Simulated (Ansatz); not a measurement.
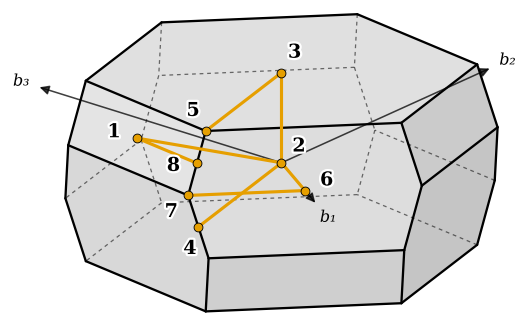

Crystal: GaP, coordinates from a relaxation in a fixed cell with Ansatz 0.2.0, DFT PBE, scalar-relativistic, plane waves, PAW. The first Brillouin zone of a rhombohedral lattice (hR; extended symbol hR1) is drawn with its special points numbered. The drawing is computed from the coordinates (standard cell, symmetry found to 0.002 Å).

a = 3.886 Å, b = 3.886 Å, c = 19.292 Å, α = 90.00°, β = 90.00°, γ = 120.00°.

Labels and path follow the convention of Hinuma et al. (2017), as computed by seekpath; the arrows show the directions of the reciprocal primitive vectors b₁, b₂, b₃, in which coordinates are given.

Give the label and coordinates of each numbered point.

```json
{"no.": "1", "label": "F", "coordinates": "(1/2, 0, 1/2)"}
{"no.": "2", "label": "Γ", "coordinates": "(0, 0, 0)"}
{"no.": "3", "label": "T", "coordinates": "(1/2, 1/2, 1/2)"}
{"no.": "4", "label": "S₀", "coordinates": "(0.343, −0.343, 0)"}
{"no.": "5", "label": "H₂", "coordinates": "(0.813, 0.187, 1/2)"}
{"no.": "6", "label": "L", "coordinates": "(1/2, 0, 0)"}
{"no.": "7", "label": "H₀", "coordinates": "(1/2, −0.187, 0.187)"}
{"no.": "8", "label": "S₂", "coordinates": "(0.657, 0, 0.343)"}
```
